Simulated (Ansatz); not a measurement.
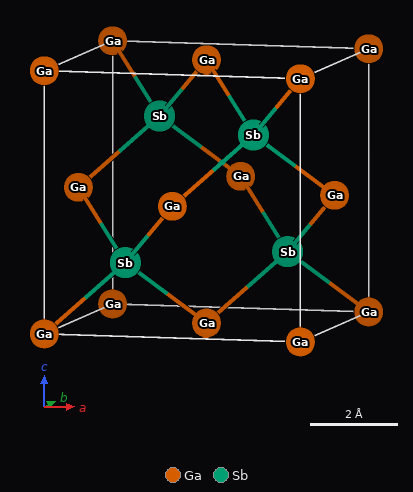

The starting structure (ball-and-stick view of the cell 4 times as large as that of the calculation, set on its symmetry axes, seen slightly off an axis).

GaSb: geometry relaxation

- system: GaSb (F-43m, 2 atoms in the cell)
- method: DFT, PBEsol, plane waves, PAW, no spin polarisation (Ansatz 0.2.0)

The structure derives from an entry of the Crystallography Open Database.

### The program's output
```
Engine: ansatz 0.2.0, x86_64-unknown-linux-gnu
Pseudopotentials: kind: paw
Pseudopotential: Ga, paw, valence charge 13, recommended cutoff 420 eV (normal), Ga.paw.azcp
Pseudopotential: Sb, paw, valence charge 15, recommended cutoff 420 eV (normal), Sb.paw.azcp
Functional definition: PBEsol
  exchange = pbesol_x
  correlation = pbesol_c
Crystal: 2 atoms, lattice volume = 57.096 Å³
Basis set: ecut = 420 eV, 1139 PW (Γ), exchange–correlation on 60×60×60 points (8 copies of the dense FFT grid, shifted against one another)
Bands: 18, of which v1, the nominal top of the filled ones, is band 14 counted from 1 (13 counted from 0)
Symmetry: 24 space group operations
Space group: F-43m (ITA 216), of the structure as read, at distance tolerance 3.9e-5 Å
k-points: 120 of 3375 (time reversal used)
Non-local potential: Ga, projectors of the file, l = 0: 2, l = 1: 2, l = 2: 3, l = 3: 1
Non-local potential: Sb, projectors of the file, l = 0: 2, l = 1: 2, l = 2: 2, l = 3: 2
PAW form: soft (Blöchl's): semilocal exchange-correlation on the pseudo side does not see the compensation charge
PAW frozen core: Ga, regenerated for the run's functional, and the local potential with it (the file was generated under x = pbe(κ = 0.804, μ = 0.2195149727645171), c = pbe(β = 0.06672455060314922))
PAW frozen core: Sb, regenerated for the run's functional, and the local potential with it (the file was generated under x = pbe(κ = 0.804, μ = 0.2195149727645171), c = pbe(β = 0.06672455060314922))
PAW one-centre angular grid: Ga, 590 points (default); XC on 64 Gauss nodes
PAW one-centre angular grid: Sb, 590 points (default); XC on 64 Gauss nodes
Initial density: superposition of atomic densities (neutral atoms: chi_scale 0, normalization atom), corrected by the library's trained network
Initial wavefunctions: pseudopotential atomic-orbital guess
Functional: x = pbesol(κ = 0.804, μ = 0.12345679012345678), c = pbesol(β = 0.046)
SCF iter   1: F=—  HF=-10151.539664 eV  |F-HF|=—  |Δ(HF+E_count)|=         —  Δρ=2.70e-3  dr2=5.59e-3  ethr=1.77e-3  ⟨swp⟩=5.2  Hψ=10509  notcnv=0
preconditioner: auto → none  [insulator: Δε(μ)=0.351 eV  Ē_g=14.515 eV  σ=0.150 eV  W_gap=0.52  n_scr=14 (ndim 8)  ℏωp=20.8 eV  f_vac=0.091  D(μ)=0.06/eV (n_scr^D=0)  ε∞_Penn≈3.1]
SCF iter   2: F=—  HF=-10151.536624 eV  |F-HF|=—  |Δ(HF+E_count)|=   3.04e-3  Δρ=1.20e-3  dr2=6.34e-4  ethr=2.00e-5  ⟨swp⟩=2.1  Hψ=4130  notcnv=0
SCF iter   3: F=—  HF=-10151.536794 eV  |F-HF|=—  |Δ(HF+E_count)|=   1.70e-4  Δρ=3.18e-4  dr2=5.31e-5  ethr=2.26e-6  ⟨swp⟩=2.5  Hψ=3848  notcnv=0
SCF iter   4: F=—  HF=-10151.536794 eV  |F-HF|=—  |Δ(HF+E_count)|=   4.48e-9  Δρ=1.83e-4  dr2=1.26e-5  ethr=1.90e-7  ⟨swp⟩=2.0  Hψ=3244  notcnv=0
SCF iter   5: F=—  HF=-10151.536793 eV  |F-HF|=—  |Δ(HF+E_count)|=   9.06e-7  Δρ=8.08e-5  dr2=2.42e-6  ethr=4.50e-8  ⟨swp⟩=2.2  Hψ=3390  notcnv=0
SCF iter   6: F=—  HF=-10151.536794 eV  |F-HF|=—  |Δ(HF+E_count)|=   5.24e-7  Δρ=2.14e-5  dr2=1.68e-7  ethr=8.63e-9  ⟨swp⟩=2.0  Hψ=3243  notcnv=0
SCF iter   7: F=-10151.536794 eV  HF=-10151.536794 eV  |F-HF|=1.31e-10  |Δ(HF+E_count)|=   5.43e-8  Δρ=1.85e-6  dr2=2.42e-9  ethr=3.57e-10  ⟨swp⟩=5.5  Hψ=8907  notcnv=0
SCF 1 converged in 7 iterations: F = -10151.536794 eV  dr2 = 2.42e-9
  greatest PAW one-centre occupation: 0.996 electrons in one spin orbital (limit 2), on the Sb atom at site 1 (counted from 0), in its partial waves of l = 2
relax step   1: F+E_penalty+E_count = -10151.53679357 eV  Δ(F+E_penalty+E_count) = +0.000e0 eV  max|allowed force component| = 1.758e-16 eV/Å  Δτ_max = 0.0000 Å  P = -0.005 GPa  Ω = 57.096 Å³  (7 SCF iters, dr2 threshold 1.00e-7 eV, accepted)
Crystal: 2 atoms, lattice volume = 55.642 Å³
Basis set: ecut = 420 eV, 1067 PW (Γ), exchange–correlation on 60×60×60 points (8 copies of the dense FFT grid, shifted against one another)
Initial density: handed on by an earlier stage of this run
Initial wavefunctions: those handed on with the density
iter 1 solved again at ethr=1.77e-6 eV; its pass at ethr=3.10e-3 eV (dr2=4.96e-4 eV) is discarded
SCF iter   1: F=—  HF=-10151.530950 eV  |F-HF|=—  |Δ(HF+E_count)|=         —  Δρ=8.71e-4  dr2=5.05e-4  ethr=1.77e-6  ⟨swp⟩=2.4  Hψ=13574  notcnv=0
preconditioner: auto → Kerker (q_TF=auto, 2.433 Å⁻¹)  [metal: Δε(μ)=0.237 eV  Ē_g=14.652 eV  σ=0.150 eV  W_gap=0.36  n_scr=14 (ndim 8)  ℏωp=21.1 eV  f_vac=0.062  D(μ)=0.05/eV (n_scr^D=0)]
SCF iter   2: F=—  HF=-10151.530934 eV  |F-HF|=—  |Δ(HF+E_count)|=   1.65e-5  Δρ=5.85e-4  dr2=2.69e-4  ethr=1.77e-6  ⟨swp⟩=1.0  Hψ=2160  notcnv=0
SCF iter   3: F=—  HF=-10151.530917 eV  |F-HF|=—  |Δ(HF+E_count)|=   1.69e-5  Δρ=1.32e-4  dr2=2.01e-5  ethr=9.59e-7  ⟨swp⟩=1.2  Hψ=2185  notcnv=0
SCF iter   4: F=—  HF=-10151.530926 eV  |F-HF|=—  |Δ(HF+E_count)|=   9.36e-6  Δρ=4.94e-5  dr2=1.68e-6  ethr=7.17e-8  ⟨swp⟩=2.0  Hψ=2645  notcnv=0
SCF iter   5: F=—  HF=-10151.530928 eV  |F-HF|=—  |Δ(HF+E_count)|=   1.50e-6  Δρ=3.25e-5  dr2=2.98e-7  ethr=6.00e-9  ⟨swp⟩=2.0  Hψ=3291  notcnv=0
SCF iter   6: F=-10151.530928 eV  HF=-10151.530928 eV  |F-HF|=1.59e-8  |Δ(HF+E_count)|=   6.05e-8  Δρ=5.93e-6  dr2=2.33e-8  ethr=7.14e-10  ⟨swp⟩=6.0  Hψ=10081  notcnv=0
SCF 2 converged in 6 iterations: F = -10151.530928 eV  dr2 = 2.33e-8
relax step   2: F+E_penalty+E_count = -10151.53092755 eV  Δ(F+E_penalty+E_count) = +5.866e-3 eV  max|allowed force component| = 1.446e-17 eV/Å  Δτ_max = 0.0000 Å  P = +1.399 GPa  Ω = 55.642 Å³  energy of the carried Pulay correction = +3.055e-4 eV  (6 SCF iters, dr2 threshold 2.00e-7 eV, accepted)
Crystal: 2 atoms, lattice volume = 56.048 Å³
iter 1 solved again at ethr=2.23e-7 eV; its pass at ethr=3.10e-3 eV (dr2=6.24e-5 eV) is discarded
SCF iter   1: F=—  HF=-10151.533863 eV  |F-HF|=—  |Δ(HF+E_count)|=         —  Δρ=2.48e-4  dr2=4.06e-5  ethr=2.23e-7  ⟨swp⟩=3.3  Hψ=13098  notcnv=0
preconditioner: auto → Kerker (q_TF=auto, 2.430 Å⁻¹)  [metal: Δε(μ)=0.271 eV  Ē_g=14.615 eV  σ=0.150 eV  W_gap=0.42  n_scr=14 (ndim 8)  ℏωp=21.0 eV  f_vac=0.075  D(μ)=0.05/eV (n_scr^D=0)]
SCF iter   2: F=—  HF=-10151.533861 eV  |F-HF|=—  |Δ(HF+E_count)|=   2.23e-6  Δρ=1.65e-4  dr2=2.15e-5  ethr=1.45e-7  ⟨swp⟩=1.0  Hψ=2160  notcnv=0
SCF iter   3: F=—  HF=-10151.533859 eV  |F-HF|=—  |Δ(HF+E_count)|=   1.38e-6  Δρ=3.63e-5  dr2=1.63e-6  ethr=7.68e-8  ⟨swp⟩=1.1  Hψ=2194  notcnv=0
SCF iter   4: F=—  HF=-10151.533860 eV  |F-HF|=—  |Δ(HF+E_count)|=   9.18e-7  Δρ=2.94e-5  dr2=4.97e-7  ethr=5.81e-9  ⟨swp⟩=2.0  Hψ=3242  notcnv=0
SCF iter   5: F=-10151.533860 eV  HF=-10151.533860 eV  |F-HF|=3.56e-8  |Δ(HF+E_count)|=   8.16e-8  Δρ=1.01e-5  dr2=4.10e-8  ethr=7.14e-10  ⟨swp⟩=6.1  Hψ=10262  notcnv=0
SCF 3 converged in 5 iterations: F = -10151.533860 eV  dr2 = 4.10e-8
relax step   3: F+E_penalty+E_count = -10151.53386035 eV  Δ(F+E_penalty+E_count) = -2.933e-3 eV  max|allowed force component| = 5.089e-17 eV/Å  Δτ_max = 0.0000 Å  P = +0.986 GPa  Ω = 56.048 Å³  energy of the carried Pulay correction = +2.194e-4 eV  (5 SCF iters, dr2 threshold 2.00e-7 eV, accepted)
Initial wavefunctions: pseudopotential atomic-orbital guess (no wavefunctions were taken with the density)
iter 1 solved again at ethr=5.50e-7 eV; its pass at ethr=3.10e-3 eV (dr2=1.54e-4 eV) is discarded
SCF iter   1: F=—  HF=-10151.533634 eV  |F-HF|=—  |Δ(HF+E_count)|=         —  Δρ=1.74e-5  dr2=5.20e-8  ethr=5.50e-7  ⟨swp⟩=2.6  Hψ=15673  notcnv=0
eigensolver tolerance schedule: the retry pair's looser diagonalisation over-reported the residual by 2961.85 of it (diagonalisation noise at 1.11 of the residual, at the tolerance the schedule requests for it); recorded, not acted on — ethr = c·dr2/N_el stays at c = 1.0e-1
preconditioner: auto → Kerker (q_TF=auto, 2.430 Å⁻¹)  [metal: Δε(μ)=0.272 eV  Ē_g=14.616 eV  σ=0.150 eV  W_gap=0.42  n_scr=14 (ndim 8)  ℏωp=21.0 eV  f_vac=0.074  D(μ)=0.05/eV (n_scr^D=0)]
SCF iter   2: F=—  HF=-10151.533634 eV  |F-HF|=—  |Δ(HF+E_count)|=   2.38e-7  Δρ=1.53e-5  dr2=7.36e-8  ethr=1.86e-10  ⟨swp⟩=3.1  Hψ=4627  notcnv=0
SCF iter   3: F=—  HF=-10151.533634 eV  |F-HF|=—  |Δ(HF+E_count)|=   1.59e-8  Δρ=7.15e-6  dr2=2.19e-8  ethr=1.86e-10  ⟨swp⟩=2.0  Hψ=2814  notcnv=0
SCF iter   4: F=—  HF=-10151.533634 eV  |F-HF|=—  |Δ(HF+E_count)|=   1.17e-8  Δρ=1.53e-6  dr2=2.80e-9  ethr=7.82e-11  ⟨swp⟩=2.0  Hψ=3239  notcnv=0
SCF iter   5: F=—  HF=-10151.533634 eV  |F-HF|=—  |Δ(HF+E_count)|=   2.37e-9  Δρ=6.11e-7  dr2=4.58e-10  ethr=9.98e-12  ⟨swp⟩=2.0  Hψ=3269  notcnv=0
SCF iter   6: F=—  HF=-10151.533634 eV  |F-HF|=—  |Δ(HF+E_count)|=  2.62e-10  Δρ=2.21e-7  dr2=3.34e-11  ethr=1.64e-12  ⟨swp⟩=3.0  Hψ=3543  notcnv=0
SCF iter   7: F=-10151.533634 eV  HF=-10151.533634 eV  |F-HF|=0.00e0  |Δ(HF+E_count)|=  1.82e-11  Δρ=6.60e-8  dr2=1.48e-12  ethr=1.00e-12  ⟨swp⟩=5.0  Hψ=9711  notcnv=0
SCF 4 converged in 7 iterations: F = -10151.533634 eV  dr2 = 1.48e-12
relax step   4: F+E_penalty+E_count = -10151.53363419 eV  Δ(F+E_penalty+E_count) = +2.262e-4 eV  max|allowed force component| = 3.701e-17 eV/Å  Δτ_max = 0.0000 Å  P = +0.988 GPa  Ω = 56.048 Å³  stress off target by 1.22e-2 GPa  SCF on the basis re-selected at this cell (its energy is not comparable with the rows above)  (7 SCF iters)
```

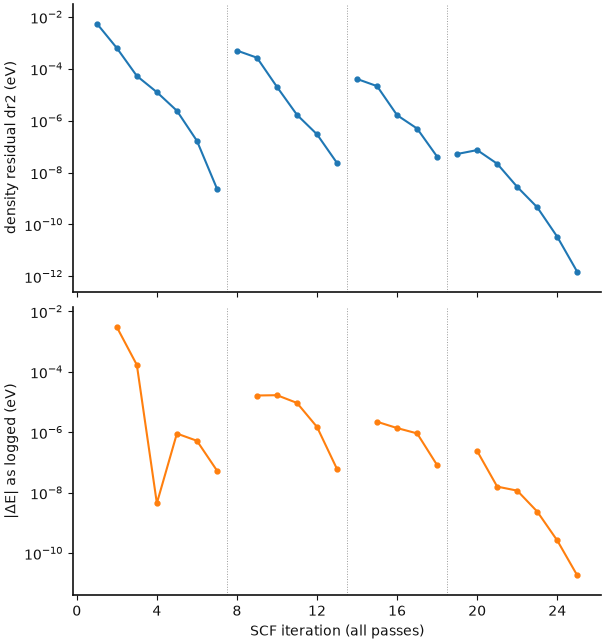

Convergence of the self-consistent field: density residual dr2 and size of the energy change against the SCF iteration. The dotted lines part the SCF passes of the relaxation: geometry steps, rejected trials and re-solves on a re-selected basis. The passes take 7, 6, 5 and 7 iterations.

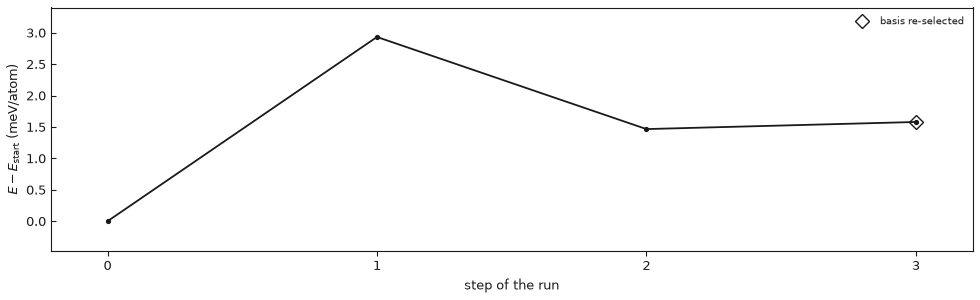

Progress of the relaxation, step by step (the first geometry is step 0 here and step 1 in the log).

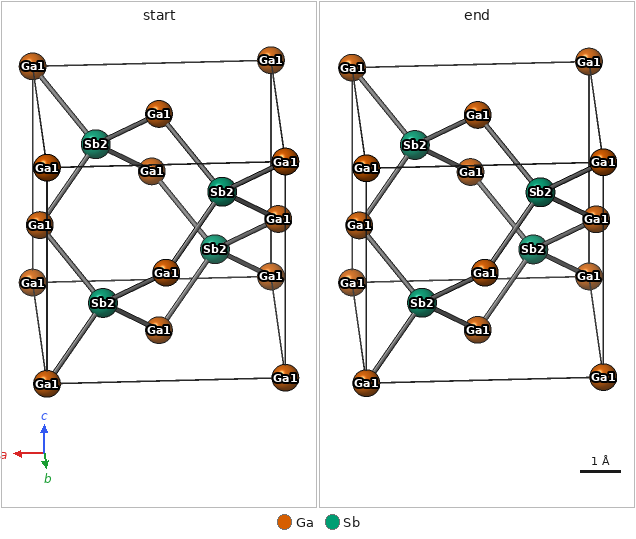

Before (left) and after (right) the relaxation, at one scale (ball-and-stick view of the cell 4 times as large as that of the calculation, set on its symmetry axes, seen at an oblique angle). No atom moves by more than 0.005 Å relative to the cell. The drawn cell changes as follows: a = b = c 6.113 → 6.075 Å (−0.6 %); the volume changes by −1.8 %. Among the contacts that change: Ga1–Sb2 2.647 → 2.631 Å. The space group stays F-43m (No. 216). Over 2 geometry steps the energy rises by 1.5 meV per atom. All forces vanish by symmetry, so only the cell relaxes. Pressure: 0.00 GPa at the start and 0.99 GPa at the end. A last SCF at the same geometry on a re-selected plane-wave basis shifts the energy by +0.1 meV per atom. (Atoms are counted from 1 in the order of the input.)

```
basis re-selected at this cell: Δ(F+E_penalty+E_count) = +2.262e-4 eV, ΔP = +0.002 GPa vs the last step (what re-selecting the basis moved, of the pressure what is left beyond the Pulay correction that the steps carried, after the strain that the cell walked since its last selection, with what the two solves' SCF thresholds leave and, on support functions, any second-order correction that the steps lacked; it is no measure of the basis error at this ecutwfc). This SCF's stress stands 1.22e-2 GPa from its target on what of the cell is left free (relax.cell.stress_tol is 2.00e-2 GPa) and its largest allowed force component is 3.70e-17 eV/Å (relax.f_tol is 1.00e-3 eV/Å): within both
SCF converged after 7 iterations
Free energy (F): -10151.533634 eV
Harris-Foulkes:  -10151.533634 eV  (|F-HF|=0.00e0)
Internal energy: -10151.528019 eV  (E = F + TS)
E sigma→0 (E₀):  -10151.530827 eV
Entropy (-TS):   -0.005615 eV (-2.807 meV/atom)
Fermi energy:    8.063428 eV
--- Per-component energies (eV) ---
  E_band       = -258.112046
  E_kinetic    = 324.098809
  E_local      = -3888.177366  (includes V_loc(G=0)·N_el)
  E_nonlocal   = 790.200421
  E_hartree    = 1788.432876
  E_xc         = -206.103082
  E_vxc        = -154.879968  (∫ρ·V_xc dr)
  E_paw        = -6449.563821  (= ΣΔE_a)
  E_vpaw       = -906.219627  (= ΣTr[D̂ρ^β])
  E_aug_tail   = -0.000121  (compensation charges beyond the density's cutoff)
  E_ewald      = -2511.610571
  E_core_change = 1.194835  (= ΣΔE_core)
  E_smearing   = -0.005615  (= −TS)
  E_closure    = 0.000000  (closes the sum)
  Σ components = -10151.533634   (vs F -10151.533634, Δ=0.00e0)
--- Forces (eV/Å), atoms counted from 1 ---
  atom   1  Ga    -0.00000000     0.00000000     0.00000000
  atom   2  Sb     0.00000000     0.00000000    -0.00000000
  max |Σ_I F_I| component: 3.47e-17 eV/Å
--- Stress (GPa, compression-positive) ---
        0.987833      -0.000000      -0.000000
       -0.000000       0.987833       0.000000
       -0.000000       0.000000       0.987833
  P = ⅓ Tr σ = 0.9878 GPa (9.878 kbar)
--- Band table (eV; the first three rows and the last of 120) ---
  k-point 0: bands = ["-20.9006", "-20.9006", "-20.9006", "-20.8784", "-20.8784", "-7.1945", "-7.1945", "-7.1945", "-7.1413", "-7.1413", "-3.8132", "7.8402", "7.8402", "7.8402", "7.9703", "10.6058", "10.6058", "10.6058"]
  k-point 1: bands = ["-20.9006", "-20.9004", "-20.9004", "-20.8784", "-20.8784", "-7.1960", "-7.1939", "-7.1939", "-7.1414", "-7.1414", "-3.7660", "6.8303", "7.7555", "7.7555", "8.6864", "10.7214", "10.7214", "10.7626"]
  k-point 2: bands = ["-20.9005", "-20.9000", "-20.9000", "-20.8783", "-20.8783", "-7.2000", "-7.1922", "-7.1922", "-7.1416", "-7.1416", "-3.6262", "5.6837", "7.5476", "7.5476", "8.9156", "11.0026", "11.0026", "11.3695"]
  k-point 119: bands = ["-20.9000", "-20.8980", "-20.8941", "-20.8789", "-20.8762", "-7.2385", "-7.1745", "-7.1696", "-7.1478", "-7.1423", "-1.2588", "1.0993", "4.2817", "4.7519", "11.1858", "12.0968", "12.5331", "12.7608"]
--- Relaxed structure (3 steps of the walk, 3 accepted, 1 SCFs on fresh bases) ---
  F+E_penalty+E_count = -10151.53363419 eV   max|allowed force component| = 3.701e-17 eV/Å   (the final SCF, on the basis selected at the relaxed cell)
  cell:  # Å, volume = 56.0478 Å³
    - [-1.9871950928292798e-33, 3.0374528327176122, 3.0374528327176122]
    - [3.0374528327176122, 1.2228892878949416e-32, 3.0374528327176122]
    - [3.0374528327176122, 3.0374528327176122, 8.356410133948766e-33]
  atoms:
    - { symbol: Ga, position: [1.3758427245701752e-33, -9.347328434102716e-34, -1.6699159786767775e-33] }
    - { symbol: Sb, position: [0.75, 0.75, 0.75] }
```

### Trajectory as extended XYZ (Å, eV, eV/Å), 4 frames, from step=1 to step=4
```
2
Lattice="0.0000 3.0563 3.0563 3.0563 0.0000 3.0563 3.0563 3.0563 0.0000" Properties=species:S:1:pos:R:3:forces:R:3 step=1 energy=-10151.53679 pressure_GPa=-0.00
Ga    0.0000    0.0000    0.0000    0.0000   0.0000   0.0000
Sb    4.5844    4.5844    4.5844    0.0000   0.0000   0.0000
2
Lattice="0.0000 3.0301 3.0301 3.0301 0.0000 3.0301 3.0301 3.0301 0.0000" Properties=species:S:1:pos:R:3:forces:R:3 step=2 energy=-10151.53093 pressure_GPa=1.40
Ga    0.0000    0.0000    0.0000    0.0000   0.0000   0.0000
Sb    4.5451    4.5451    4.5451    0.0000   0.0000   0.0000
2
Lattice="0.0000 3.0375 3.0375 3.0375 0.0000 3.0375 3.0375 3.0375 0.0000" Properties=species:S:1:pos:R:3:forces:R:3 step=3 energy=-10151.53386 pressure_GPa=0.99
Ga    0.0000    0.0000    0.0000    0.0000   0.0000   0.0000
Sb    4.5562    4.5562    4.5562    0.0000   0.0000   0.0000
2
Lattice="0.0000 3.0375 3.0375 3.0375 0.0000 3.0375 3.0375 3.0375 0.0000" Properties=species:S:1:pos:R:3:forces:R:3 step=4 energy=-10151.53363 pressure_GPa=0.99
Ga    0.0000    0.0000    0.0000    0.0000   0.0000   0.0000
Sb    4.5562    4.5562    4.5562    0.0000   0.0000   0.0000
```

The run was set up as follows.

### The input
```yaml
crystal:
  lattice:
    - [0.0, 3.0562701464, 3.0562701464]
    - [3.0562701464, 0.0, 3.0562701464]
    - [3.0562701464, 3.0562701464, 0.0]
  atoms:
    - { symbol: Ga, position: [0.0, 0.0, 0.0] }
    - { symbol: Sb, position: [0.75, 0.75, 0.75] }
basis:
  ecutwfc: 420
kpoints:
  mp_grid: { grid: [15, 15, 15] }
hamiltonian:
  xc: pbesol
scf:
  occupations: { method: fermi_dirac, width: 0.15 }
output:
  forces: true
  eigenvalues: true
  stress: true
relax:
  adjacent_minimum: "off"
  f_tol: 0.001
  max_steps: 60
  cell: { stress_tol: 0.02, p_target: 1.0 }
```

Run as:
```bash
ansatz run input.yaml --threads 1 --pin off --max-ram 3072MiB --backend cpu --events-out ev --progress --plain --runs-dir out
```

### Summary

| quantity | value |
| --- | --- |
| outcome | converged |
| space group (tolerance 0.01 Å) | F-43m (216) |
| electrons treated | 28 |
| free energy | −10151.5336 eV |
| Fermi energy | 8.063 eV |
| gap on the k-point mesh | none (metallic) |
| pressure | 0.99 GPa |
| final volume | 56.05 Å³ |
| largest force (length of the vector) at the end | under 0.001 eV/Å |
| final cell | a = 4.296 Å, b = 4.296 Å, c = 4.296 Å, α = 60.00°, β = 60.00°, γ = 60.00° |
| hardware | 1 thread of Intel Xeon @ 2.50GHz (Skylake/Cascade Lake), 192 GiB of memory available, shared host |
| wall time | 93 s |
| peak memory | 0.51 GiB |

### Remarks

Settings chosen away from the usual ones: kpoints.mp_grid.grid set to [15, 15, 15] (from [12, 12, 12]). Results for this metal are sensitive to the k-point mesh.
